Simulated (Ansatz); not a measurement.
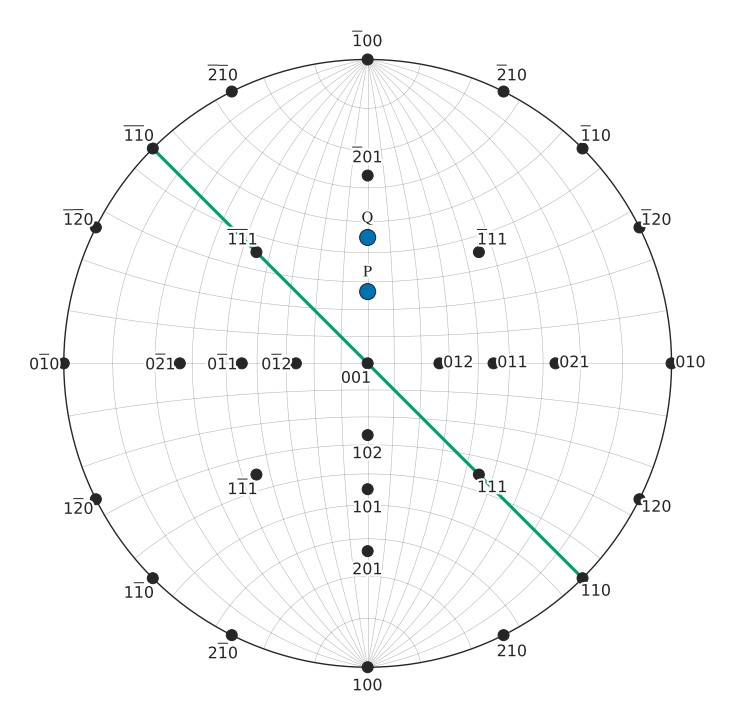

For Se, coordinates from a relaxation with DFT, PBE, PAW with Ansatz's default frozen-core files, scalar-relativistic in Ansatz; the starting structure was generated, so it need not be a known form of this composition: stereographic projection of plane normals (upper hemisphere) centred on (0 0 1). Geometry calculated from the standardised cell; symmetry tolerance 0.002 Å.

a = 4.332 Å, b = 4.332 Å, c = 4.332 Å, α = 90.00°, β = 90.00°, γ = 90.00°.

Index the poles marked P, Q.

P is (−1 0 2), 26.6° from the centre; Q is (−1 0 1), 45.0° from the centre.

Which zone does the coloured great circle trace?

The zone [1 −1 0]: its poles satisfy h − k = 0.

What is the angle between the normals of (−1 1 1) and (0 1 2), and what are their d_hkl = 1/|g|?

39.2°; d = 2.501 Å and 1.938 Å.
